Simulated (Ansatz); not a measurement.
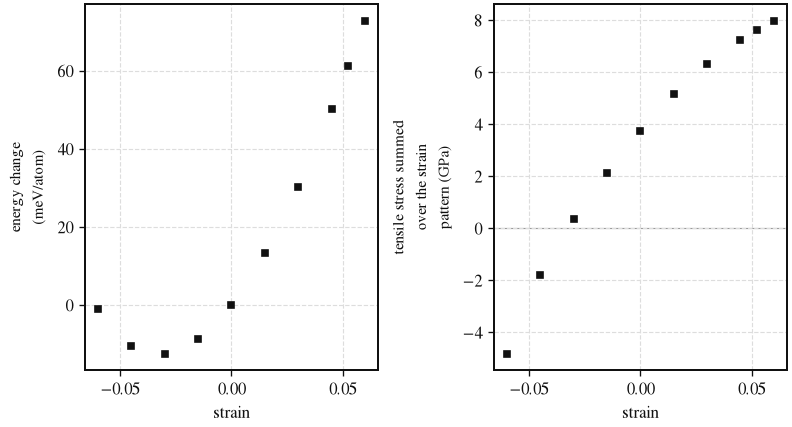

The figure shows the energy change and tensile stress summed over the strain pattern against strain for Sb, space group Pm-3m (No. 221).

Structure:
```xyz
1
Lattice="3.1600 0.0000 0.0000 0.0000 3.1600 0.0000 0.0000 0.0000 3.1600" Properties=species:S:1:pos:R:3 pbc="T T T"
Sb    0.0000    0.0000    0.0000
```

Calculation (Ansatz 0.2.0): homogeneous strain of a crystal along one Voigt pattern with engineering shear, fractional coordinates fixed, by plane-wave density functional theory with PAW datasets, free energies less that of the undisturbed cell; scalar-relativistic. Level: r2SCAN, no spin polarisation.

- wave cutoff: 500 eV
- k mesh: 16×16×16
- occupations: Gaussian
- smearing width: 0.15 eV
- k shift: (0, 0, 0) (mesh steps)
- start: as given
- strain pattern: (0, 1, 0, 0, 0, 0) (xx yy zz yz xz xy with engineering shear)

Is the starting structure at a minimum along this coordinate?

No: the energy falls towards negative values, so the start isn't a stationary minimum along this path.

Where is the energy change lowest, and are there other minima?

The lowest computed point is at strain −0.0300 (−12.46 meV/atom), in a single well.

Caveats: reference crystal is not relaxed.

The computed values:

```
 strain  energy change (meV/atom)  tensile stress summed over the strain pattern (GPa)
-0.0600                     -0.96                                                 -4.8
-0.0450                    -10.52                                                 -1.8
-0.0300                    -12.46                                                  0.4
-0.0150                     -8.73                                                  2.1
 0.0000                      0.00                                                  3.8
 0.0150                     13.25                                                  5.2
 0.0300                     30.27                                                  6.3
 0.0450                     50.34                                                  7.2
 0.0525                     61.30                                                  7.6
 0.0600                     72.81                                                  8.0
```
